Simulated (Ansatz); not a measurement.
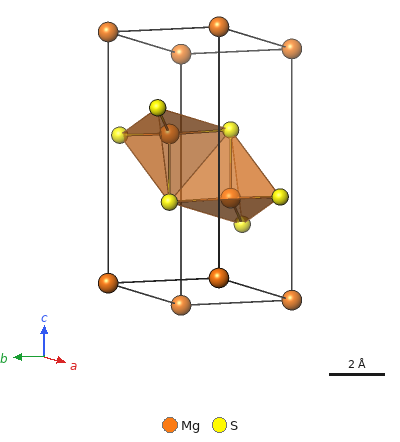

The input geometry (polyhedral view of the cell of the calculation, seen at an oblique angle; polyhedra are completed across the faces of the cell).

# Geometry relaxation of Mg$_{3}$S$_{2}$ (part 1 of 2)

- system: Mg$_{3}$S$_{2}$ (P-3m1, 5 atoms in the cell)
- method: DFT PBE, scalar-relativistic, plane waves, PAW, no spin polarisation (Ansatz 0.2.0)

The structure was built on a prototype by a generator; it need not be a known phase. It belongs to a series of runs on one base structure; here: anti-A-type sesquioxide type (P-3m1, No. 164).

**The program's output**
```
Engine: ansatz 0.2.0, x86_64-unknown-linux-gnu
Pseudopotentials: kind: paw
Pseudopotential: Mg, paw, valence charge 10, recommended cutoff 420 eV (normal), Mg.paw.azcp
Pseudopotential: S, paw, valence charge 6, recommended cutoff 420 eV (normal), S.paw.azcp
Functional definition: PBE
  parameter kappa = 0.804
  parameter beta = 0.06672455060314922
  exchange = pbe_x(kappa = kappa, mu = beta*pi^2/3)
  correlation = pbe_c(beta = beta)
Crystal: 5 atoms, lattice volume = 142.699 Å³
Basis set: ecut = 420 eV, 2749 PW (Γ), exchange–correlation on 60×60×128 points (8 copies of the dense FFT grid, shifted against one another)
Bands: 26, of which v1, the nominal top of the filled ones, is band 21 counted from 1 (20 counted from 0)
Symmetry: 12 space group operations
Space group: P-3m1 (ITA 164), of the structure as read, at distance tolerance 5.2e-5 Å
k-points: 69 of 576
Non-local potential: Mg, projectors of the file, l = 0: 3, l = 1: 2, l = 2: 1
Non-local potential: S, projectors of the file, l = 0: 2, l = 1: 2, l = 2: 2
PAW form: soft (Blöchl's): semilocal exchange-correlation on the pseudo side does not see the compensation charge
PAW one-centre angular grid: Mg, 110 points (default); XC on 64 Gauss nodes
PAW one-centre angular grid: S, 110 points (default); XC on 64 Gauss nodes
Initial density: superposition of atomic densities (neutral atoms: chi_scale 0, normalization atom), corrected by the library's trained network
Initial wavefunctions: pseudopotential atomic-orbital guess
Functional: x = pbe(κ = 0.804, μ = 0.2195149727645171), c = pbe(β = 0.06672455060314922)
SCF iter   1: F=—  HF=-7579.746149 eV  |F-HF|=—  |Δ(HF+E_count)|=         —  Δρ=1.29e-3  dr2=6.89e-3  ethr=1.77e-3  ⟨swp⟩=6.3  Hψ=8653  notcnv=0
preconditioner: auto → Resta (q_TF=auto, 2.225 Å⁻¹)  ε∞=4.3  [insulator: Δε(μ)=0.104 eV  Ē_g=6.432 eV  σ=0.100 eV  W_gap=0.54  n_scr=36 (ndim 8)  ℏωp=11.6 eV  f_vac=0.001  D(μ)=0.10/eV (n_scr^D=0)  ε∞_Penn≈4.3]
SCF iter   2: F=—  HF=-7579.744313 eV  |F-HF|=—  |Δ(HF+E_count)|=   1.84e-3  Δρ=8.43e-4  dr2=3.03e-3  ethr=1.64e-5  ⟨swp⟩=1.5  Hψ=2688  notcnv=0
preconditioner: auto → Kerker (q_TF=auto, 2.225 Å⁻¹)  [metal: Δε(μ)=0.079 eV  Ē_g=6.443 eV  σ=0.100 eV  W_gap=0.42  n_scr=36 (ndim 8)  ℏωp=11.6 eV  f_vac=0.002  D(μ)=0.11/eV (n_scr^D=0)]
SCF iter   3: F=—  HF=-7579.743921 eV  |F-HF|=—  |Δ(HF+E_count)|=   3.92e-4  Δρ=3.38e-4  dr2=1.72e-4  ethr=7.22e-6  ⟨swp⟩=2.1  Hψ=2244  notcnv=0
SCF iter   4: F=—  HF=-7579.743860 eV  |F-HF|=—  |Δ(HF+E_count)|=   6.07e-5  Δρ=1.45e-4  dr2=3.47e-5  ethr=4.09e-7  ⟨swp⟩=2.0  Hψ=3068  notcnv=0
SCF iter   5: F=—  HF=-7579.743883 eV  |F-HF|=—  |Δ(HF+E_count)|=   2.30e-5  Δρ=5.40e-5  dr2=5.93e-6  ethr=8.27e-8  ⟨swp⟩=2.0  Hψ=3193  notcnv=0  defer=3
SCF iter   6: F=—  HF=-7579.743882 eV  |F-HF|=—  |Δ(HF+E_count)|=   5.85e-7  Δρ=2.42e-5  dr2=1.76e-6  ethr=1.41e-8  ⟨swp⟩=2.4  Hψ=2617  notcnv=0  defer=3
SCF iter   7: F=—  HF=-7579.743882 eV  |F-HF|=—  |Δ(HF+E_count)|=   4.28e-8  Δρ=8.77e-6  dr2=2.13e-7  ethr=4.20e-9  ⟨swp⟩=2.4  Hψ=2586  notcnv=0  defer=4
SCF iter   8: F=-7579.743882 eV  HF=-7579.743882 eV  |F-HF|=9.86e-9  |Δ(HF+E_count)|=   4.00e-8  Δρ=1.93e-6  dr2=2.30e-8  ethr=2.38e-10  ⟨swp⟩=8.3  Hψ=7801  notcnv=0
SCF 1 converged in 8 iterations: F = -7579.743882 eV  dr2 = 2.30e-8
  greatest PAW one-centre occupation: 1.000 electrons in one spin orbital (limit 2), on the Mg atom at site 0 (counted from 0), in its partial waves of l = 0
relax step   1: F+E_penalty+E_count = -7579.74388238 eV  Δ(F+E_penalty+E_count) = +0.000e0 eV  max|allowed force component| = 3.606e-3 eV/Å  Δτ_max = 0.0000 Å  P = +0.074 GPa  Ω = 142.699 Å³  (8 SCF iters, dr2 threshold 1.00e-7 eV, accepted)
Crystal: 5 atoms, lattice volume = 142.899 Å³
Basis set: ecut = 420 eV, 2751 PW (Γ), exchange–correlation on 60×60×128 points (8 copies of the dense FFT grid, shifted against one another)
Initial density: handed on by an earlier stage of this run
Initial wavefunctions: those handed on with the density
iter 1 solved again at ethr=1.65e-8 eV; its pass at ethr=3.10e-3 eV (dr2=6.95e-6 eV) is discarded
SCF iter   1: F=—  HF=-7579.744012 eV  |F-HF|=—  |Δ(HF+E_count)|=         —  Δρ=7.29e-5  dr2=4.88e-6  ethr=1.65e-8  ⟨swp⟩=3.1  Hψ=10399  notcnv=0
preconditioner: auto → Kerker (q_TF=auto, 2.225 Å⁻¹)  [metal: Δε(μ)=0.031 eV  Ē_g=6.461 eV  σ=0.100 eV  W_gap=0.17  n_scr=36 (ndim 8)  ℏωp=11.6 eV  f_vac=0.003  D(μ)=0.12/eV (n_scr^D=0)]
SCF iter   2: F=—  HF=-7579.744019 eV  |F-HF|=—  |Δ(HF+E_count)|=   7.12e-6  Δρ=4.19e-5  dr2=1.87e-6  ethr=1.16e-8  ⟨swp⟩=2.0  Hψ=2988  notcnv=0
SCF iter   3: F=—  HF=-7579.744020 eV  |F-HF|=—  |Δ(HF+E_count)|=   6.36e-7  Δρ=6.75e-6  dr2=1.37e-7  ethr=4.46e-9  ⟨swp⟩=2.0  Hψ=3036  notcnv=0
SCF iter   4: F=-7579.744020 eV  HF=-7579.744020 eV  |F-HF|=4.96e-9  |Δ(HF+E_count)|=   8.28e-8  Δρ=2.92e-6  dr2=3.39e-8  ethr=1.05e-10  ⟨swp⟩=5.0  Hψ=7260  notcnv=0
SCF 2 converged in 4 iterations: F = -7579.744020 eV  dr2 = 3.39e-8
relax step   2: F+E_penalty+E_count = -7579.74401984 eV  Δ(F+E_penalty+E_count) = -1.375e-4 eV  max|allowed force component| = 4.997e-3 eV/Å  Δτ_max = 0.0012 Å  P = +0.049 GPa  Ω = 142.899 Å³  energy of the carried Pulay correction = -3.642e-6 eV  (4 SCF iters, dr2 threshold 4.42e-8 eV, accepted)
Crystal: 5 atoms, lattice volume = 145.384 Å³
Basis set: ecut = 420 eV, 2847 PW (Γ), exchange–correlation on 60×60×128 points (8 copies of the dense FFT grid, shifted against one another)
iter 1 solved again at ethr=6.08e-6 eV; its pass at ethr=3.10e-3 eV (dr2=2.55e-3 eV) is discarded
SCF iter   1: F=—  HF=-7579.744101 eV  |F-HF|=—  |Δ(HF+E_count)|=         —  Δρ=1.56e-3  dr2=2.49e-3  ethr=6.08e-6  ⟨swp⟩=1.4  Hψ=10810  notcnv=0
preconditioner: auto → Kerker (q_TF=auto, 2.218 Å⁻¹)  [metal: Δε(μ)=0.058 eV  Ē_g=6.457 eV  σ=0.100 eV  W_gap=0.32  n_scr=36 (ndim 8)  ℏωp=11.5 eV  f_vac=0.011  D(μ)=0.11/eV (n_scr^D=0)]
SCF iter   2: F=—  HF=-7579.744238 eV  |F-HF|=—  |Δ(HF+E_count)|=   1.37e-4  Δρ=9.02e-4  dr2=9.37e-4  ethr=5.94e-6  ⟨swp⟩=1.0  Hψ=1795  notcnv=0
SCF iter   3: F=—  HF=-7579.744465 eV  |F-HF|=—  |Δ(HF+E_count)|=   2.27e-4  Δρ=1.07e-4  dr2=3.06e-5  ethr=2.23e-6  ⟨swp⟩=2.0  Hψ=3035  notcnv=0
SCF iter   4: F=—  HF=-7579.744479 eV  |F-HF|=—  |Δ(HF+E_count)|=   1.37e-5  Δρ=4.51e-5  dr2=1.29e-5  ethr=7.30e-8  ⟨swp⟩=2.0  Hψ=3040  notcnv=0
SCF iter   5: F=—  HF=-7579.744481 eV  |F-HF|=—  |Δ(HF+E_count)|=   2.54e-6  Δρ=1.85e-5  dr2=4.57e-6  ethr=3.06e-8  ⟨swp⟩=2.0  Hψ=2267  notcnv=0
SCF iter   6: F=—  HF=-7579.744481 eV  |F-HF|=—  |Δ(HF+E_count)|=   6.22e-7  Δρ=8.90e-6  dr2=1.05e-6  ethr=1.09e-8  ⟨swp⟩=2.0  Hψ=2161  notcnv=0
SCF iter   7: F=—  HF=-7579.744481 eV  |F-HF|=—  |Δ(HF+E_count)|=   1.08e-7  Δρ=5.14e-6  dr2=2.21e-7  ethr=2.50e-9  ⟨swp⟩=2.0  Hψ=2246  notcnv=0
SCF iter   8: F=—  HF=-7579.744481 eV  |F-HF|=—  |Δ(HF+E_count)|=   3.23e-9  Δρ=2.78e-6  dr2=3.37e-8  ethr=5.27e-10  ⟨swp⟩=2.0  Hψ=2279  notcnv=0
SCF iter   9: F=-7579.744481 eV  HF=-7579.744481 eV  |F-HF|=1.40e-9  |Δ(HF+E_count)|=  7.19e-10  Δρ=1.24e-6  dr2=4.49e-9  ethr=6.32e-11  ⟨swp⟩=4.4  Hψ=5840  notcnv=0
SCF 3 converged in 9 iterations: F = -7579.744481 eV  dr2 = 4.49e-9
relax step   3: F+E_penalty+E_count = -7579.74448052 eV  Δ(F+E_penalty+E_count) = -4.607e-4 eV  max|allowed force component| = 2.601e-2 eV/Å  Δτ_max = 0.0288 Å  P = +0.029 GPa  Ω = 145.384 Å³  energy of the carried Pulay correction = -4.796e-5 eV  (9 SCF iters, dr2 threshold 2.65e-8 eV, accepted)
Crystal: 5 atoms, lattice volume = 145.094 Å³
iter 1 solved again at ethr=6.96e-7 eV; its pass at ethr=3.10e-3 eV (dr2=2.92e-4 eV) is discarded
SCF iter   1: F=—  HF=-7579.744847 eV  |F-HF|=—  |Δ(HF+E_count)|=         —  Δρ=4.32e-4  dr2=3.38e-4  ethr=6.96e-7  ⟨swp⟩=2.5  Hψ=9120  notcnv=0
preconditioner: auto → Kerker (q_TF=auto, 2.219 Å⁻¹)  [metal: Δε(μ)=0.035 eV  Ē_g=6.453 eV  σ=0.100 eV  W_gap=0.19  n_scr=36 (ndim 8)  ℏωp=11.5 eV  f_vac=0.005  D(μ)=0.12/eV (n_scr^D=0)]
SCF iter   2: F=—  HF=-7579.744804 eV  |F-HF|=—  |Δ(HF+E_count)|=   4.34e-5  Δρ=2.50e-4  dr2=1.29e-4  ethr=6.96e-7  ⟨swp⟩=1.0  Hψ=1795  notcnv=0
SCF iter   3: F=—  HF=-7579.744784 eV  |F-HF|=—  |Δ(HF+E_count)|=   1.98e-5  Δρ=3.27e-5  dr2=1.03e-6  ethr=3.08e-7  ⟨swp⟩=2.0  Hψ=3013  notcnv=0
SCF iter   4: F=—  HF=-7579.744771 eV  |F-HF|=—  |Δ(HF+E_count)|=   1.29e-5  Δρ=8.00e-6  dr2=2.39e-7  ethr=2.45e-9  ⟨swp⟩=2.0  Hψ=3246  notcnv=0
SCF iter   5: F=—  HF=-7579.744771 eV  |F-HF|=—  |Δ(HF+E_count)|=   4.14e-8  Δρ=3.23e-6  dr2=5.22e-8  ethr=5.70e-10  ⟨swp⟩=2.0  Hψ=2261  notcnv=0
SCF iter   6: F=-7579.744771 eV  HF=-7579.744771 eV  |F-HF|=1.09e-8  |Δ(HF+E_count)|=   2.02e-8  Δρ=1.51e-6  dr2=1.54e-8  ethr=1.01e-10  ⟨swp⟩=4.9  Hψ=7116  notcnv=0
SCF 4 converged in 6 iterations: F = -7579.744771 eV  dr2 = 1.54e-8
relax step   4: F+E_penalty+E_count = -7579.74477134 eV  Δ(F+E_penalty+E_count) = -2.908e-4 eV  max|allowed force component| = 3.482e-3 eV/Å  Δτ_max = 0.0080 Å  P = +0.009 GPa  Ω = 145.094 Å³  energy of the carried Pulay correction = -4.269e-5 eV  (6 SCF iters, dr2 threshold 4.23e-8 eV, accepted)
Basis set: ecut = 420 eV, 2847 PW (Γ), exchange–correlation on 60×60×144 points (8 copies of the dense FFT grid, shifted against one another)
Initial wavefunctions: pseudopotential atomic-orbital guess (no wavefunctions were taken with the density)
iter 1 solved again at ethr=1.16e-7 eV; its pass at ethr=3.10e-3 eV (dr2=4.88e-5 eV) is discarded
SCF iter   1: F=—  HF=-7579.744680 eV  |F-HF|=—  |Δ(HF+E_count)|=         —  Δρ=3.28e-5  dr2=5.21e-8  ethr=1.16e-7  ⟨swp⟩=3.5  Hψ=13532  notcnv=0
preconditioner: auto → Kerker (q_TF=auto, 2.219 Å⁻¹)  [metal: Δε(μ)=0.037 eV  Ē_g=6.454 eV  σ=0.100 eV  W_gap=0.20  n_scr=36 (ndim 8)  ℏωp=11.5 eV  f_vac=0.005  D(μ)=0.12/eV (n_scr^D=0)]
SCF iter   2: F=—  HF=-7579.744803 eV  |F-HF|=—  |Δ(HF+E_count)|=   1.23e-4  Δρ=1.66e-5  dr2=2.08e-8  ethr=1.24e-10  ⟨swp⟩=2.7  Hψ=3413  notcnv=0
SCF iter   3: F=—  HF=-7579.744816 eV  |F-HF|=—  |Δ(HF+E_count)|=   1.30e-5  Δρ=1.24e-6  dr2=7.81e-9  ethr=4.96e-11  ⟨swp⟩=2.3  Hψ=3109  notcnv=0
SCF iter   4: F=—  HF=-7579.744816 eV  |F-HF|=—  |Δ(HF+E_count)|=   3.21e-8  Δρ=5.80e-7  dr2=5.50e-9  ethr=1.86e-11  ⟨swp⟩=1.0  Hψ=1794  notcnv=0
SCF iter   5: F=—  HF=-7579.744816 eV  |F-HF|=—  |Δ(HF+E_count)|=   4.14e-9  Δρ=4.88e-7  dr2=1.51e-9  ethr=1.31e-11  ⟨swp⟩=2.0  Hψ=1872  notcnv=0
SCF iter   6: F=—  HF=-7579.744816 eV  |F-HF|=—  |Δ(HF+E_count)|=   4.01e-9  Δρ=4.21e-7  dr2=1.73e-10  ethr=3.61e-12  ⟨swp⟩=2.1  Hψ=2282  notcnv=0
SCF iter   7: F=-7579.744816 eV  HF=-7579.744816 eV  |F-HF|=1.18e-11  |Δ(HF+E_count)|=  2.86e-10  Δρ=9.38e-8  dr2=2.32e-11  ethr=1.00e-12  ⟨swp⟩=3.1  Hψ=7850  notcnv=0
SCF 5 converged in 7 iterations: F = -7579.744816 eV  dr2 = 2.32e-11
relax step   5: F+E_penalty+E_count = -7579.74481564 eV  Δ(F+E_penalty+E_count) = -4.431e-5 eV  max|allowed force component| = 3.472e-3 eV/Å  Δτ_max = 0.0000 Å  P = +0.009 GPa  Ω = 145.094 Å³  stress off target by 1.67e-2 GPa  SCF on the basis re-selected at this cell (its energy is not comparable with the rows above)  (7 SCF iters)
```

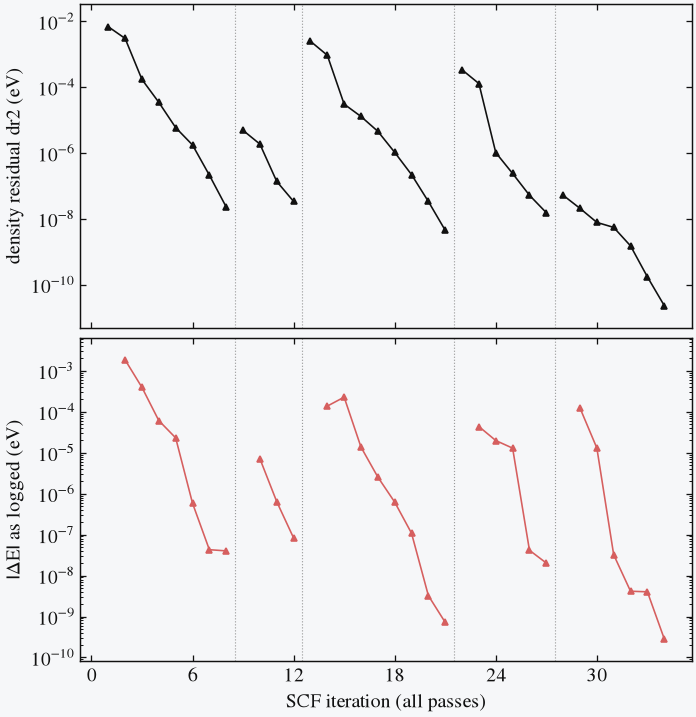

Convergence of the self-consistent field: density residual dr2 and size of the energy change against the SCF iteration. The dotted lines part the SCF passes of the relaxation: geometry steps, rejected trials and re-solves on a re-selected basis. The 5 passes take 4 to 9 iterations each, 34 in all.
